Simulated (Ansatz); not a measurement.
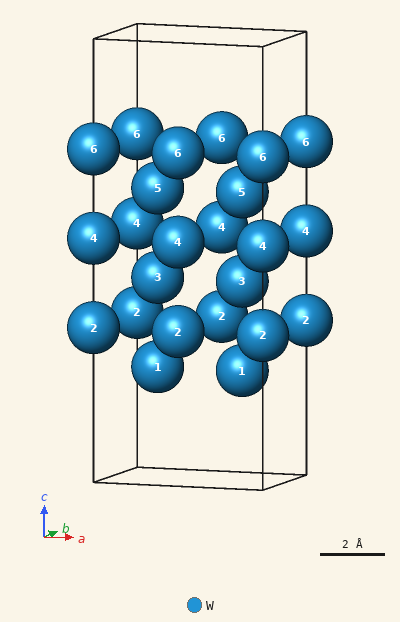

Figure 1. The input geometry (spheres-only view of the 2 × 1 repeat of the cell, with the vacuum cut short, seen slightly off an axis; atoms are numbered from 1 in the order of the input). An atom can appear more than once, as a periodic image.

**Geometry relaxation of W (part 1 of 2)**

W (slab, 6 atoms in the cell), computed with DFT r2SCAN, scalar-relativistic, plane waves, PAW, no spin polarisation (Ansatz 0.2.0).

The structure derives from an entry of the Crystallography Open Database. The input holds or restrains some coordinates. Forces given for the steps count only the free coordinates. It belongs to a series of runs on one base structure; here: clean slab, lower half held. Figures and captions count atoms from 1; the log counts them from 0 in places.

### Input file
```yaml
crystal:
  lattice:
    - [2.8405558792, 0.0, 0.0]
    - [0.0, 4.017152649, 0.0]
    - [0.0, 0.0, 24.1013896979]
  atoms:
    - { symbol: W, position: [0.5, 0.5, 0.3526767587] }
    - { symbol: W, position: [0.0, 0.0, 0.4116060552] }
    - { symbol: W, position: [0.5, 0.5, 0.4705353517] }
    - { symbol: W, position: [0.0, 0.0, 0.5294646483] }
    - { symbol: W, position: [0.5, 0.5, 0.5883939448] }
    - { symbol: W, position: [0.0, 0.0, 0.6473232413] }
basis:
  ecutwfc: 500
kpoints:
  mp_grid: { grid: [10, 7, 1] }
hamiltonian:
  xc: r2scan
scf:
  occupations: { method: gaussian, width: 0.1 }
output:
  forces: true
  eigenvalues: true
  write_density: true
  write_potential: true
  elf: true
  volumetric_format: npy
relax:
  adjacent_minimum: "off"
  f_tol: 0.03
  max_steps: 70
  constraints: [{ sites: [0, 1, 2] }]
efield:
  axis: 3
  dipole_correction: true
  ramp_width: 0.04
```

Hardware: 2 threads of Arm Neoverse V2, 24 GiB of memory available, shared host.

Launch command:
```bash
ansatz run input.yaml --threads 2 --pin off --max-ram 5120MiB --backend cpu --events-out ev --progress --plain --runs-dir out
```

### Log
```
Engine: ansatz 0.2.0, aarch64-unknown-linux-gnu
Pseudopotentials: kind: paw
Pseudopotential: W, paw, valence charge 14, recommended cutoff 500 eV (meta_gga), W.paw.azcp
Functional definition: r2SCAN
  parameter k0 = 0.174
  parameter k1 = 0.065
  parameter a1 = 4.9479
  exchange = r2scan_x(k0 = k0, k1 = k1, a1 = a1)
  correlation = r2scan_c
Crystal: 6 atoms, lattice volume = 275.020 Å³
Basis set: ecut = 500 eV, 6939 PW (Γ), exchange–correlation on 96×120×720 points (64 copies of the dense FFT grid, shifted against one another)
Bands: 51, of which v1, the nominal top of the filled ones, is band 42 counted from 1 (41 counted from 0)
Symmetry: 4 space group operations
k-points: 24 of 70
Non-local potential: W, projectors of the file, l = 0: 3, l = 1: 2, l = 2: 2, l = 3: 1
PAW form: soft (Blöchl's): semilocal exchange-correlation on the pseudo side does not see the compensation charge
PAW frozen core: W, regenerated for the run's functional (the file was generated under x = pbe(κ = 0.804, μ = 0.2195149727645171), c = pbe(β = 0.06672455060314922))
PAW one-centre angular grid: W, 590 points (default); XC on 160 Gauss nodes
Initial density: superposition of atomic densities (neutral atoms: chi_scale 0, normalization atom), corrected by the library's trained network
Initial wavefunctions: pseudopotential atomic-orbital guess
Functional: x = r2scan, c = r2scan; τ floored in thin density (d = 2e-4 eV/Å³)
SCF iter   1: F=—  HF=-62375.579119 eV  |F-HF|=—  |Δ(HF+E_count)|=         —  Δρ=9.77e-3  dr2=2.95e0  dr2_τ=2.75e-1  ethr=1.77e-3  p=0.000 e·Å  D=1.24e-13 V/Å  ΔV_dip=-0.00 eV  dr2_dipole=6.57e-8  V_vac-E_F(+/−)=4.53/4.53 eV  ⟨swp⟩=9.5  Hψ=5968  notcnv=0
efield: sawtooth ramp at fractional position 0.9800 (placed from the atoms, in the widest stretch of the axis that holds none; the zero of the levels goes with the place), width 0.0400; the density the first Hamiltonian is built on has a dipole p = 0.000 e·Å; the dipole correction subtracts the counter field D = 1.24e-13 V/Å, which shifts the + side's vacuum level by -0.00 eV against the − side's; the planar-averaged density in the ramp window peaks in size at 4.0e-6 e/Å³
preconditioner: auto → LDOS  [metal: Δε(μ)=0.008 eV  Ē_g=4.248 eV  σ=0.100 eV  W_gap=0.05  n_scr=48 (ndim 8)  ℏωp=13.4 eV  f_vac=0.555  D(μ)=5.75/eV (n_scr^D=32)  β→1.0]
SCF iter   2: F=—  HF=-62375.595431 eV  |F-HF|=—  |Δ(HF+E_count)|=   1.63e-2  Δρ=6.72e-3  dr2=1.38e0  dr2_τ=6.60e-2  ethr=1.77e-3  p=0.000 e·Å  D=7.75e-5 V/Å  ΔV_dip=-0.00 eV  dr2_dipole=1.62e-7  V_vac-E_F(+/−)=3.92/3.92 eV  ⟨swp⟩=2.8  Hψ=1710  notcnv=0  defer=53
SCF iter   3: F=—  HF=-62375.567269 eV  |F-HF|=—  |Δ(HF+E_count)|=   2.82e-2  Δρ=9.31e-4  dr2=1.19e-3  dr2_τ=1.87e-4  ethr=1.64e-3  p=-0.000 e·Å  D=-2.66e-6 V/Å  ΔV_dip=0.00 eV  dr2_dipole=2.12e-9  V_vac-E_F(+/−)=4.17/4.17 eV  ⟨swp⟩=2.0  Hψ=1305  notcnv=0  defer=53
SCF iter   4: F=—  HF=-62375.570841 eV  |F-HF|=—  |Δ(HF+E_count)|=   3.57e-3  Δρ=4.24e-4  dr2=3.57e-3  dr2_τ=9.47e-5  ethr=1.41e-6  p=0.000 e·Å  D=2.20e-5 V/Å  ΔV_dip=-0.00 eV  dr2_dipole=5.25e-8  V_vac-E_F(+/−)=4.17/4.17 eV  ⟨swp⟩=3.2  Hψ=2563  notcnv=0  defer=52
SCF iter   5: F=—  HF=-62375.570886 eV  |F-HF|=—  |Δ(HF+E_count)|=   4.51e-5  Δρ=8.87e-5  dr2=6.51e-5  dr2_τ=1.07e-5  ethr=1.41e-6  p=-0.000 e·Å  D=-2.30e-6 V/Å  ΔV_dip=0.00 eV  dr2_dipole=2.42e-8  V_vac-E_F(+/−)=4.17/4.17 eV  ⟨swp⟩=2.0  Hψ=1493  notcnv=0  defer=52
SCF iter   6: F=-62375.570894 eV  HF=-62375.570896 eV  |F-HF|=1.95e-6  |Δ(HF+E_count)|=   1.01e-5  Δρ=2.95e-5  dr2=5.70e-6  dr2_τ=3.45e-7  ethr=2.68e-8  p=0.000 e·Å  D=7.36e-6 V/Å  ΔV_dip=-0.00 eV  dr2_dipole=8.83e-10  V_vac-E_F(+/−)=4.17/4.17 eV  ⟨swp⟩=24.6  Hψ=14770  notcnv=0
SCF 1 converged in 6 iterations: F = -62375.570894 eV  dr2 = 5.70e-6
  greatest PAW one-centre occupation: 0.999 electrons in one spin orbital (limit 2), on the W atom at site 5 (counted from 0), in its partial waves of l = 0
relax step   1: F+E_penalty+E_count = -62375.57089406 eV  Δ(F+E_penalty+E_count) = +0.000e0 eV  max|allowed force component| = 2.192e0 eV/Å  Δτ_max = 0.0000 Å  (6 SCF iters, dr2 threshold 2.25e-5 eV, accepted)
Initial density: handed on by an earlier stage of this run
Initial wavefunctions: those handed on with the density
iter 1 solved again at ethr=1.70e-3 eV; its pass at ethr=3.10e-3 eV (dr2=1.43e0 eV) is discarded
SCF iter   1: F=—  HF=-62374.961466 eV  |F-HF|=—  |Δ(HF+E_count)|=         —  Δρ=1.35e-2  dr2=1.49e0  dr2_τ=7.83e0  ethr=1.70e-3  p=0.000 e·Å  D=7.67e-6 V/Å  ΔV_dip=-0.00 eV  dr2_dipole=1.47e-1  V_vac-E_F(+/−)=4.14/4.14 eV  ⟨swp⟩=1.5  Hψ=4848  notcnv=0  defer=35
efield: sawtooth ramp at fractional position 0.9800 (handed on by an earlier solve), width 0.0400; the density the first Hamiltonian is built on has a dipole p = 0.000 e·Å; the dipole correction subtracts the counter field D = 7.67e-6 V/Å, which shifts the + side's vacuum level by -0.00 eV against the − side's; the planar-averaged density in the ramp window peaks in size at 1.6e-6 e/Å³
preconditioner: auto → LDOS  [metal: Δε(μ)=0.021 eV  Ē_g=4.352 eV  σ=0.100 eV  W_gap=0.12  n_scr=48 (ndim 8)  ℏωp=13.4 eV  f_vac=0.563  D(μ)=6.24/eV (n_scr^D=32)  β→1.0]
SCF iter   2: F=—  HF=-62376.003767 eV  |F-HF|=—  |Δ(HF+E_count)|=    1.04e0  Δρ=7.94e-3  dr2=3.96e-1  dr2_τ=3.51e-2  ethr=1.70e-3  p=0.011 e·Å  D=7.34e-3 V/Å  ΔV_dip=-0.18 eV  dr2_dipole=1.84e-3  V_vac-E_F(+/−)=4.04/4.21 eV  ⟨swp⟩=3.2  Hψ=2238  notcnv=0  defer=35
SCF iter   3: F=—  HF=-62375.962106 eV  |F-HF|=—  |Δ(HF+E_count)|=   4.17e-2  Δρ=2.48e-3  dr2=2.21e-1  dr2_τ=1.93e-3  ethr=4.71e-4  p=-0.004 e·Å  D=-2.80e-3 V/Å  ΔV_dip=0.07 eV  dr2_dipole=7.76e-2  V_vac-E_F(+/−)=4.26/4.19 eV  ⟨swp⟩=2.8  Hψ=2380  notcnv=0  defer=50
SCF iter   4: F=—  HF=-62375.963756 eV  |F-HF|=—  |Δ(HF+E_count)|=   1.65e-3  Δρ=1.52e-3  dr2=2.05e-2  dr2_τ=3.42e-4  ethr=2.63e-4  p=-0.011 e·Å  D=-7.39e-3 V/Å  ΔV_dip=0.18 eV  dr2_dipole=1.13e-3  V_vac-E_F(+/−)=4.35/4.17 eV  ⟨swp⟩=1.2  Hψ=1228  notcnv=0  defer=50
SCF iter   5: F=—  HF=-62375.961524 eV  |F-HF|=—  |Δ(HF+E_count)|=   2.23e-3  Δρ=4.53e-4  dr2=5.97e-4  dr2_τ=1.30e-5  ethr=2.45e-5  p=-0.011 e·Å  D=-7.01e-3 V/Å  ΔV_dip=0.17 eV  dr2_dipole=1.09e-5  V_vac-E_F(+/−)=4.34/4.17 eV  ⟨swp⟩=2.0  Hψ=1594  notcnv=0  defer=50
SCF iter   6: F=—  HF=-62375.961989 eV  |F-HF|=—  |Δ(HF+E_count)|=   4.65e-4  Δρ=1.77e-4  dr2=2.14e-4  dr2_τ=6.34e-6  ethr=7.11e-7  p=-0.011 e·Å  D=-7.55e-3 V/Å  ΔV_dip=0.18 eV  dr2_dipole=5.83e-5  V_vac-E_F(+/−)=4.35/4.17 eV  ⟨swp⟩=2.8  Hψ=2164  notcnv=0  defer=50
SCF iter   7: F=—  HF=-62375.962099 eV  |F-HF|=—  |Δ(HF+E_count)|=   1.10e-4  Δρ=6.92e-5  dr2=1.05e-4  dr2_τ=1.14e-6  ethr=2.55e-7  p=-0.012 e·Å  D=-7.80e-3 V/Å  ΔV_dip=0.19 eV  dr2_dipole=3.05e-5  V_vac-E_F(+/−)=4.36/4.17 eV  ⟨swp⟩=2.0  Hψ=1603  notcnv=0  defer=50
SCF iter   8: F=-62375.962108 eV  HF=-62375.962113 eV  |F-HF|=4.57e-6  |Δ(HF+E_count)|=   1.36e-5  Δρ=2.10e-5  dr2=5.30e-6  dr2_τ=1.61e-7  ethr=1.19e-7  p=-0.012 e·Å  D=-7.98e-3 V/Å  ΔV_dip=0.19 eV  dr2_dipole=1.40e-6  V_vac-E_F(+/−)=4.37/4.17 eV  ⟨swp⟩=23.5  Hψ=12990  notcnv=0
SCF 2 converged in 8 iterations: F = -62375.962108 eV  dr2 = 5.30e-6
relax step   2: F+E_penalty+E_count = -62375.96210811 eV  Δ(F+E_penalty+E_count) = -3.912e-1 eV  max|allowed force component| = 6.703e-1 eV/Å  Δτ_max = 0.1950 Å  (8 SCF iters, dr2 threshold 1.00e-4 eV, accepted)
SCF iter   1: F=—  HF=-62374.988806 eV  |F-HF|=—  |Δ(HF+E_count)|=         —  Δρ=1.62e-2  dr2=6.26e0  dr2_τ=7.83e0  ethr=3.10e-3  p=-0.012 e·Å  D=-7.98e-3 V/Å  ΔV_dip=0.19 eV  dr2_dipole=1.52e0  V_vac-E_F(+/−)=4.32/4.12 eV  ⟨swp⟩=5.9  Hψ=3298  notcnv=0  defer=20
efield: sawtooth ramp at fractional position 0.9800 (handed on by an earlier solve), width 0.0400; the density the first Hamiltonian is built on has a dipole p = -0.012 e·Å; the dipole correction subtracts the counter field D = -7.98e-3 V/Å, which shifts the + side's vacuum level by +0.19 eV against the − side's; the planar-averaged density in the ramp window peaks in size at 1.3e-6 e/Å³
preconditioner: auto → LDOS  [metal: Δε(μ)=0.016 eV  Ē_g=4.508 eV  σ=0.100 eV  W_gap=0.09  n_scr=48 (ndim 8)  ℏωp=13.4 eV  f_vac=0.571  D(μ)=4.46/eV (n_scr^D=22)  β→1.0]
SCF iter   2: F=—  HF=-62376.510656 eV  |F-HF|=—  |Δ(HF+E_count)|=    1.52e0  Δρ=1.84e-2  dr2=1.34e1  dr2_τ=2.62e-1  ethr=3.10e-3  p=0.048 e·Å  D=3.19e-2 V/Å  ΔV_dip=-0.77 eV  dr2_dipole=3.74e0  V_vac-E_F(+/−)=3.47/4.24 eV  ⟨swp⟩=3.1  Hψ=2562  notcnv=0  defer=48
SCF iter   3: F=—  HF=-62376.064678 eV  |F-HF|=—  |Δ(HF+E_count)|=   4.46e-1  Δρ=4.73e-3  dr2=1.19e0  dr2_τ=1.65e-3  ethr=3.10e-3  p=0.012 e·Å  D=7.91e-3 V/Å  ΔV_dip=-0.19 eV  dr2_dipole=5.18e-1  V_vac-E_F(+/−)=4.02/4.21 eV  ⟨swp⟩=2.2  Hψ=1725  notcnv=0  defer=48
SCF iter   4: F=—  HF=-62376.048061 eV  |F-HF|=—  |Δ(HF+E_count)|=   1.66e-2  Δρ=1.59e-3  dr2=5.60e-2  dr2_τ=3.06e-3  ethr=1.42e-3  p=-0.004 e·Å  D=-2.48e-3 V/Å  ΔV_dip=0.06 eV  dr2_dipole=1.06e-3  V_vac-E_F(+/−)=4.20/4.14 eV  ⟨swp⟩=1.3  Hψ=1390  notcnv=0  defer=47
SCF iter   5: F=—  HF=-62376.041388 eV  |F-HF|=—  |Δ(HF+E_count)|=   6.67e-3  Δρ=4.53e-4  dr2=7.70e-3  dr2_τ=6.36e-5  ethr=6.67e-5  p=-0.009 e·Å  D=-5.85e-3 V/Å  ΔV_dip=0.14 eV  dr2_dipole=2.94e-3  V_vac-E_F(+/−)=4.28/4.14 eV  ⟨swp⟩=2.0  Hψ=1636  notcnv=0  defer=51
SCF iter   6: F=—  HF=-62376.041476 eV  |F-HF|=—  |Δ(HF+E_count)|=   8.76e-5  Δρ=2.04e-4  dr2=1.14e-3  dr2_τ=1.41e-5  ethr=9.17e-6  p=-0.010 e·Å  D=-6.26e-3 V/Å  ΔV_dip=0.15 eV  dr2_dipole=2.39e-4  V_vac-E_F(+/−)=4.29/4.14 eV  ⟨swp⟩=1.5  Hψ=1274  notcnv=0  defer=52
SCF iter   7: F=—  HF=-62376.041479 eV  |F-HF|=—  |Δ(HF+E_count)|=   2.80e-6  Δρ=7.11e-5  dr2=9.18e-5  dr2_τ=3.19e-6  ethr=1.36e-6  p=-0.010 e·Å  D=-6.80e-3 V/Å  ΔV_dip=0.16 eV  dr2_dipole=1.50e-5  V_vac-E_F(+/−)=4.31/4.14 eV  ⟨swp⟩=2.0  Hψ=1629  notcnv=0  defer=52
SCF iter   8: F=-62376.041480 eV  HF=-62376.041481 eV  |F-HF|=5.21e-7  |Δ(HF+E_count)|=   2.07e-6  Δρ=2.72e-5  dr2=3.97e-6  dr2_τ=3.28e-7  ethr=3.34e-8  p=-0.011 e·Å  D=-7.12e-3 V/Å  ΔV_dip=0.17 eV  dr2_dipole=8.32e-7  V_vac-E_F(+/−)=4.32/4.14 eV  ⟨swp⟩=25.2  Hψ=15168  notcnv=0
SCF 3 converged in 8 iterations: F = -62376.041480 eV  dr2 = 3.97e-6
  greatest PAW one-centre occupation: 0.999 electrons in one spin orbital (limit 2), on the W atom at site 0 (counted from 0), in its partial waves of l = 0
relax step   3: F+E_penalty+E_count = -62376.04148038 eV  Δ(F+E_penalty+E_count) = -7.937e-2 eV  max|allowed force component| = 3.363e-1 eV/Å  Δτ_max = 0.1953 Å  (8 SCF iters, dr2 threshold 2.81e-5 eV, accepted)
SCF iter   1: F=—  HF=-62376.013021 eV  |F-HF|=—  |Δ(HF+E_count)|=         —  Δρ=1.59e-3  dr2=2.18e-2  dr2_τ=8.86e-2  ethr=8.20e-4  p=-0.011 e·Å  D=-7.12e-3 V/Å  ΔV_dip=0.17 eV  dr2_dipole=1.81e-5  V_vac-E_F(+/−)=4.32/4.15 eV  ⟨swp⟩=2.1  Hψ=1799  notcnv=0  defer=45
efield: sawtooth ramp at fractional position 0.9800 (handed on by an earlier solve), width 0.0400; the density the first Hamiltonian is built on has a dipole p = -0.011 e·Å; the dipole correction subtracts the counter field D = -7.12e-3 V/Å, which shifts the + side's vacuum level by +0.17 eV against the − side's; the planar-averaged density in the ramp window peaks in size at 1.4e-6 e/Å³
preconditioner: auto → LDOS  [metal: Δε(μ)=0.008 eV  Ē_g=4.441 eV  σ=0.100 eV  W_gap=0.05  n_scr=48 (ndim 8)  ℏωp=13.4 eV  f_vac=0.568  D(μ)=5.39/eV (n_scr^D=32)  β→1.0]
SCF iter   2: F=—  HF=-62376.046814 eV  |F-HF|=—  |Δ(HF+E_count)|=   3.38e-2  Δρ=1.01e-3  dr2=1.97e-2  dr2_τ=6.59e-4  ethr=2.60e-5  p=-0.013 e·Å  D=-8.84e-3 V/Å  ΔV_dip=0.21 eV  dr2_dipole=3.46e-4  V_vac-E_F(+/−)=4.36/4.15 eV  ⟨swp⟩=2.5  Hψ=2315  notcnv=0  defer=45
SCF iter   3: F=—  HF=-62376.045384 eV  |F-HF|=—  |Δ(HF+E_count)|=   1.43e-3  Δρ=2.58e-4  dr2=2.38e-4  dr2_τ=1.70e-5  ethr=2.35e-5  p=-0.012 e·Å  D=-7.62e-3 V/Å  ΔV_dip=0.18 eV  dr2_dipole=3.02e-6  V_vac-E_F(+/−)=4.33/4.15 eV  ⟨swp⟩=2.0  Hψ=1574  notcnv=0  defer=45
SCF iter   4: F=—  HF=-62376.045426 eV  |F-HF|=—  |Δ(HF+E_count)|=   4.20e-5  Δρ=1.05e-4  dr2=8.69e-5  dr2_τ=9.63e-6  ethr=2.83e-7  p=-0.011 e·Å  D=-7.17e-3 V/Å  ΔV_dip=0.17 eV  dr2_dipole=2.59e-6  V_vac-E_F(+/−)=4.32/4.15 eV  ⟨swp⟩=3.0  Hψ=2409  notcnv=0  defer=45
SCF iter   5: F=-62376.045425 eV  HF=-62376.045425 eV  |F-HF|=4.44e-7  |Δ(HF+E_count)|=   1.01e-6  Δρ=3.53e-5  dr2=6.52e-6  dr2_τ=6.00e-7  ethr=1.26e-8  p=-0.011 e·Å  D=-7.08e-3 V/Å  ΔV_dip=0.17 eV  dr2_dipole=2.79e-7  V_vac-E_F(+/−)=4.32/4.15 eV  ⟨swp⟩=21.2  Hψ=13860  notcnv=0
SCF 4 converged in 5 iterations: F = -62376.045425 eV  dr2 = 6.52e-6
relax step   4: F+E_penalty+E_count = -62376.04542546 eV  Δ(F+E_penalty+E_count) = -3.945e-3 eV  max|allowed force component| = 1.180e-2 eV/Å  Δτ_max = 0.0260 Å  (5 SCF iters, dr2 threshold 1.06e-5 eV, accepted)
iter 1 solved again at ethr=7.76e-9 eV; its pass at ethr=3.10e-3 eV (dr2=6.52e-6 eV) is discarded
SCF iter   1: F=—  HF=-62376.045425 eV  |F-HF|=—  |Δ(HF+E_count)|=         —  Δρ=3.53e-5  dr2=6.52e-6  dr2_τ=6.00e-7  ethr=7.76e-9  p=-0.011 e·Å  D=-7.08e-3 V/Å  ΔV_dip=0.17 eV  dr2_dipole=2.80e-7  V_vac-E_F(+/−)=4.32/4.15 eV  ⟨swp⟩=1.0  Hψ=3024  notcnv=0
efield: sawtooth ramp at fractional position 0.9800 (handed on by an earlier solve), width 0.0400; the density the first Hamiltonian is built on has a dipole p = -0.011 e·Å; the dipole correction subtracts the counter field D = -7.08e-3 V/Å, which shifts the + side's vacuum level by +0.17 eV against the − side's; the planar-averaged density in the ramp window peaks in size at 1.3e-6 e/Å³
preconditioner: auto → LDOS  [metal: Δε(μ)=0.006 eV  Ē_g=4.446 eV  σ=0.100 eV  W_gap=0.03  n_scr=48 (ndim 8)  ℏωp=13.4 eV  f_vac=0.568  D(μ)=5.46/eV (n_scr^D=32)  β→1.0]
SCF iter   2: F=—  HF=-62376.045429 eV  |F-HF|=—  |Δ(HF+E_count)|=   3.83e-6  Δρ=1.74e-5  dr2=1.24e-6  dr2_τ=9.13e-8  ethr=7.76e-9  p=-0.011 e·Å  D=-6.97e-3 V/Å  ΔV_dip=0.17 eV  dr2_dipole=4.35e-8  V_vac-E_F(+/−)=4.32/4.15 eV  ⟨swp⟩=2.2  Hψ=1655  notcnv=0
SCF iter   3: F=—  HF=-62376.045429 eV  |F-HF|=—  |Δ(HF+E_count)|=   5.95e-7  Δρ=1.32e-5  dr2=1.41e-6  dr2_τ=5.34e-8  ethr=1.48e-9  p=-0.011 e·Å  D=-6.92e-3 V/Å  ΔV_dip=0.17 eV  dr2_dipole=1.12e-7  V_vac-E_F(+/−)=4.32/4.15 eV  ⟨swp⟩=2.9  Hψ=2198  notcnv=0
SCF iter   4: F=-62376.045429 eV  HF=-62376.045429 eV  |F-HF|=2.30e-8  |Δ(HF+E_count)|=   5.84e-8  Δρ=2.08e-6  dr2=3.95e-8  dr2_τ=2.07e-9  ethr=1.19e-10  p=-0.010 e·Å  D=-6.86e-3 V/Å  ΔV_dip=0.17 eV  dr2_dipole=4.82e-9  V_vac-E_F(+/−)=4.31/4.15 eV  ⟨swp⟩=13.5  Hψ=11117  notcnv=0
SCF 5 converged in 4 iterations: F = -62376.045429 eV  dr2 = 3.95e-8
relax step   5: F+E_penalty+E_count = -62376.04542947 eV  Δ(F+E_penalty+E_count) = -4.013e-6 eV  max|allowed force component| = 1.106e-2 eV/Å  Δτ_max = 0.0000 Å  (4 SCF iters, accepted)
iter 1 solved again at ethr=4.70e-11 eV; its pass at ethr=3.10e-3 eV (dr2=3.95e-8 eV) is discarded
SCF iter   1: F=—  HF=-62376.045429 eV  |F-HF|=—  |Δ(HF+E_count)|=         —  Δρ=2.08e-6  dr2=3.95e-8  dr2_τ=2.07e-9  ethr=4.70e-11  p=-0.010 e·Å  D=-6.86e-3 V/Å  ΔV_dip=0.17 eV  dr2_dipole=4.82e-9  V_vac-E_F(+/−)=4.31/4.15 eV  ⟨swp⟩=1.0  Hψ=3797  notcnv=0
efield: sawtooth ramp at fractional position 0.9800 (kept from the solve that this one continues, or follows in the run), width 0.0400; the density the first Hamiltonian is built on has a dipole p = -0.010 e·Å; the dipole correction subtracts the counter field D = -6.86e-3 V/Å, which shifts the + side's vacuum level by +0.17 eV against the − side's; the planar-averaged density in the ramp window peaks in size at 1.3e-6 e/Å³
SCF iter   2: F=-62376.045429 eV  HF=-62376.045430 eV  |F-HF|=2.99e-8  |Δ(HF+E_count)|=   1.39e-8  Δρ=1.62e-6  dr2=3.57e-8  dr2_τ=1.32e-9  ethr=4.70e-11  p=-0.010 e·Å  D=-6.86e-3 V/Å  ΔV_dip=0.17 eV  dr2_dipole=2.82e-11  V_vac-E_F(+/−)=4.31/4.15 eV  ⟨swp⟩=13.0  Hψ=9675  notcnv=0
SCF 6 converged in 2 iterations: F = -62376.045429 eV  dr2 = 3.57e-8
```

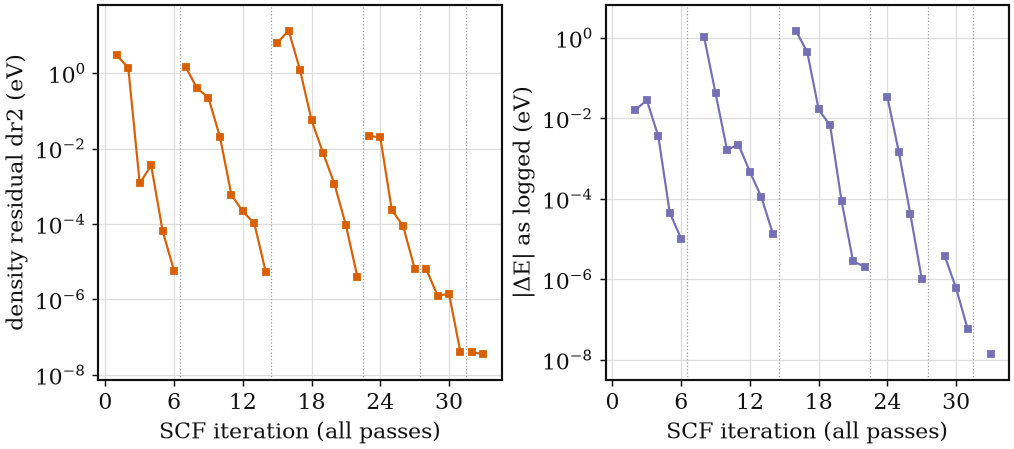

Figure 2. Convergence of the self-consistent field: density residual dr2 and size of the energy change against the SCF iteration. Dotted lines part the SCF passes that the log prints in full.
